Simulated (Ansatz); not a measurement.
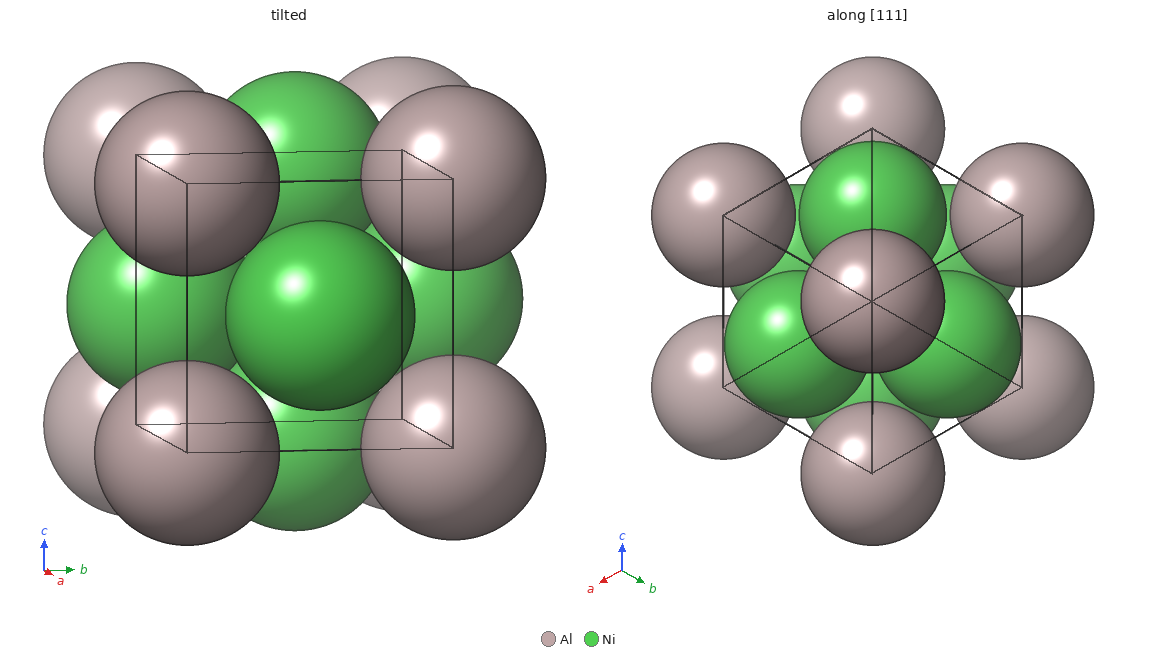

The crystal in a space-filling representation, seen slightly off an axis and along [111]. The edges of the conventional unit cell are marked.

Characterise what is shown.

Its composition is AlNi$_{3}$. Its lattice is primitive cubic, its space group Pm-3m (No. 221). Among the common structure types it is Cu₃Au (L1₂) type. With Z = 1, the cell contains 1 Al, 3 Ni. The coordination shell of Al holds twelve Ni in a cuboctahedral arrangement. The coordination shell of Ni holds eight Ni and four Al in a cuboctahedral arrangement.

Origin of the cell: a structure listed in the Materials Project. Earlier steps of the study, as a rule a relaxation of our own, may have changed the cell and positions, so they can lie some per cent off the listed ones. It went into a calculation with Ansatz.

At this level of theory the run's own cell isn't at rest (compressed, at 7 GPa), so its distances can differ from those at equilibrium, the more so the softer the solid.
